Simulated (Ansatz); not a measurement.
TaN: several calculations on one system

## 1. Vibrations

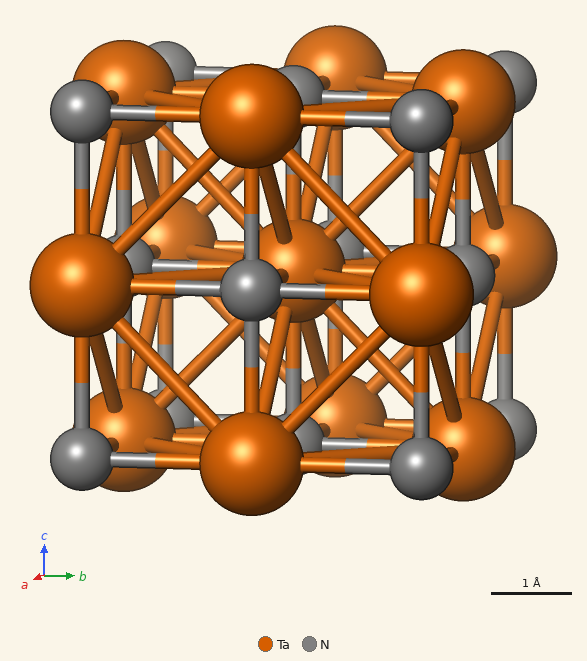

Lattice vibrations of solid TaN relaxed at 4 GPa, space group Fm-3m (No. 225), at the zone centre. The picture is a ball-and-stick view of the conventional cell (4 times the calculation's cell), seen slightly off an axis. Lengths and directions refer to the drawn axes.

The calculation used DFT PBE, scalar-relativistic, plane waves, PAW (Ansatz). Set-up: plane-wave cutoff 420 eV; k-point mesh 16 × 16 × 16; occupations fermi dirac; smearing width 0.15 eV; target pressure 4 GPa; no spin polarisation.

The frequencies depend somewhat on the k-mesh and the smearing.

### Which optical modes does it have, at what frequencies, and is it stable there?

The calculation's cell holds 2 atoms, so there are 3 optical modes, in 1 level. The optical modes span T₁u. No level is unstable.

```tsv
level	symmetry	frequency (cm⁻¹)	activity
1	T₁u	398	infrared-active
```

The crystal is a metal, so free carriers screen the infrared response.

The displacement patterns (one member of each degenerate set):

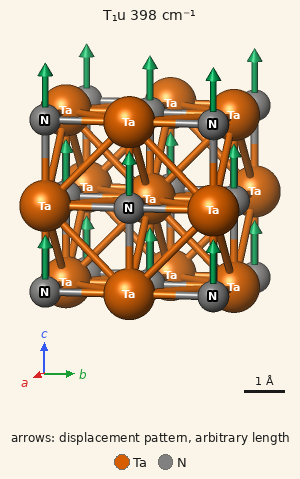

## 2. One mode

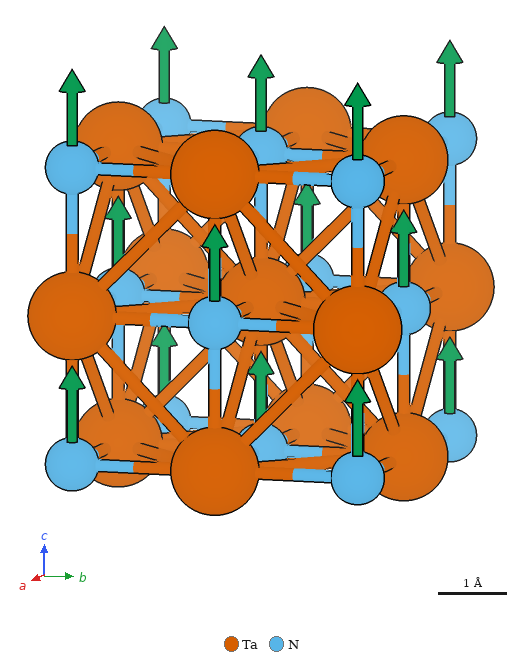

One vibrational mode of crystalline TaN relaxed at −1 GPa at the zone centre. The green arrows give the relative displacements of the atoms. The picture is a ball-and-stick view of the conventional cell (4 times the calculation's cell), seen slightly off an axis. Lengths and directions refer to the drawn axes.

Method: DFT PBE, scalar-relativistic, plane waves, PAW (Ansatz).

Input file:
```yaml
crystal:
  lattice:
    - [0.0, 2.2114440411, 2.2114440411]
    - [2.2114440411, 0.0, 2.2114440411]
    - [2.2114440411, 2.2114440411, 0.0]
  atoms:
    - { symbol: Ta, position: [0.5, 0.5, 0.5] }
    - { symbol: "N", position: [0.0, 0.0, 0.0] }
basis:
  ecutwfc: 420
kpoints:
  mp_grid: { grid: [16, 16, 16] }
hamiltonian:
  xc: pbe
scf:
  occupations: { method: fermi_dirac, width: 0.15 }
output:
  eigenvalues: true
phonons:
  method: dfpt
  eigenvectors: true
```

Command:
```bash
ansatz run input.yaml --threads 1 --pin off --max-ram 3072MiB --backend cpu --events-out ev --progress --plain --runs-dir out
```

The frequencies depend somewhat on the k-mesh and the smearing.

Give the symmetry, activity and frequency of this mode.

Answer. This is the T₁u mode (triply degenerate; one member of the set is drawn) at 378 cm⁻¹, the only optical level, infrared-active by symmetry. The N sublattice moves against the Ta sublattice, along c; it stretches the shortest N–Ta bonds (2.21 Å); the kinetic energy is shared as N 93 %, Ta 7 %. The crystal is a metal, so free carriers screen the infrared response.

## 3. One mode

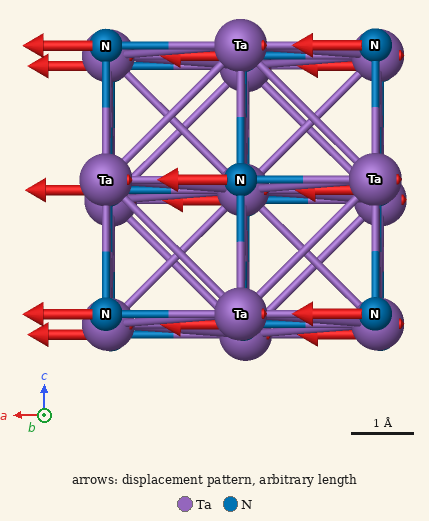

One vibrational mode of crystalline TaN relaxed at −3 GPa at the zone centre. The red arrows are the displacements of the atoms (eigenvector over the root of the mass), of arbitrary overall length and sign. Style: ball-and-stick. Shown: the conventional cell (4 times the calculation's cell), from a free direction. Lengths and directions refer to the drawn axes.

These are results of Ansatz 0.2.0, DFT PBEsol, scalar-relativistic, plane waves, PAW, not measurements. Set-up: plane-wave cutoff 420 eV; k-point mesh 16 × 16 × 16; occupations fermi dirac; smearing width 0.15 eV; target pressure -3 GPa; no spin polarisation.

The frequencies depend somewhat on the k-mesh and the smearing.

Question: Give the symmetry, activity and frequency of this mode.

Answer: This is the T₁u mode (triply degenerate; one member of the set is drawn) at 399 cm⁻¹, the only optical level, infrared-active by symmetry. The N sublattice moves against the Ta sublattice, along a; it stretches the shortest N–Ta bonds (2.19 Å); the kinetic energy is shared as N 93 %, Ta 7 %. The crystal is a metal, so free carriers screen the infrared response.

## 4. Softest mode

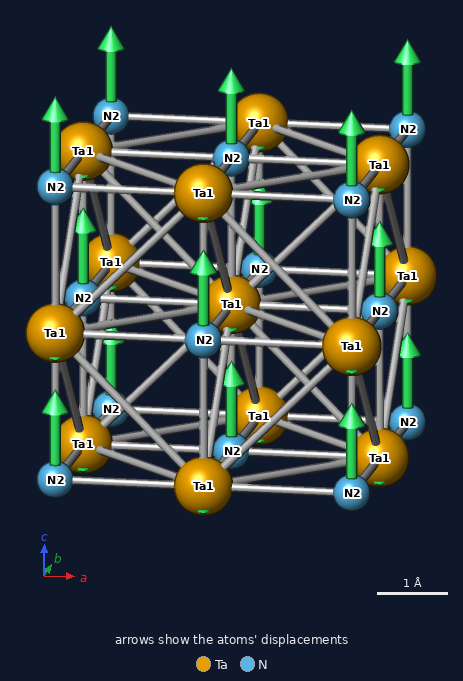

The lowest optical mode of a crystal of TaN relaxed at 12 GPa, space group Fm-3m (No. 225), at the zone centre. The green arrows give the relative displacements of the atoms. The picture is a ball-and-stick view of the conventional cell (4 times the calculation's cell), seen slightly off an axis. Lengths and directions refer to the drawn axes.

These are results of Ansatz 0.2.0, DFT PBE, scalar-relativistic, plane waves, PAW, not measurements. (plane-wave cutoff 420 eV; k-point mesh 16 × 16 × 16; occupations fermi dirac; smearing width 0.15 eV; target pressure 12 GPa; no spin polarisation)

The frequencies depend somewhat on the k-mesh and the smearing.

### Is this crystal at a minimum with respect to the drawn distortion?

Yes: this softest mode has a real frequency, and so have all others here. That speaks for this wave vector alone: the rest of the zone wasn't checked in this run. This is the T₁u mode (triply degenerate; one member of the set is drawn) at 426 cm⁻¹, the only optical level, infrared-active by symmetry. The N sublattice moves against the Ta sublattice, along c; it stretches the shortest N–Ta bonds (2.18 Å); the kinetic energy is shared as N 93 %, Ta 7 %. The crystal is a metal, so free carriers screen the infrared response.
